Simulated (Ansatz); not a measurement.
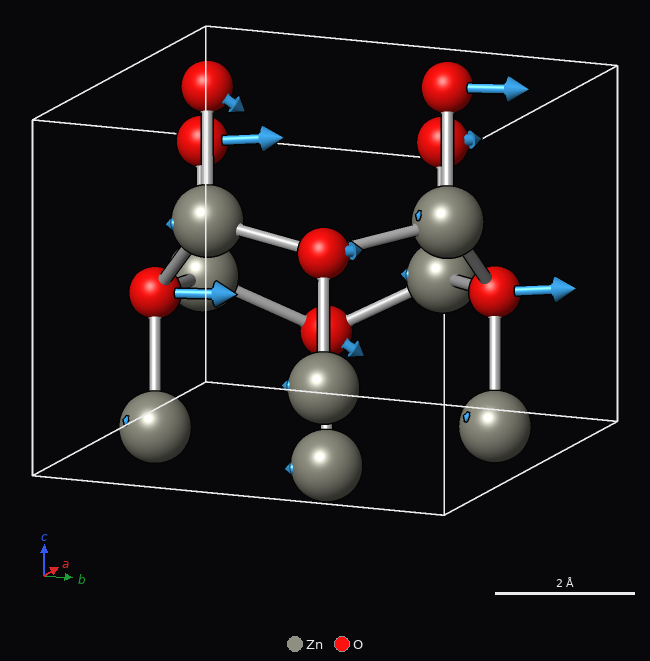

One vibrational mode of crystalline ZnO (a generated structure) at the zone centre. The blue arrows give the relative displacements of the atoms. A ball-and-stick model of the conventional cell (2 times the calculation's cell), seen from a free direction. Lengths and directions refer to the drawn axes.

Computed with Ansatz 0.2.0, DFT PBE, scalar-relativistic, plane waves, PAW. Set-up: plane-wave cutoff 420 eV; k-point mesh 8 × 8 × 8; occupations fixed; no spin polarisation.

Frequencies are those without the non-analytic (LO–TO) term.

### Describe the mode and give its frequency.

This is a triply degenerate mode (one member of the set is drawn) at 10.4 THz, optical level 9 of 13, counted from below. The kinetic energy is shared as O 81 %, Zn 19 %.
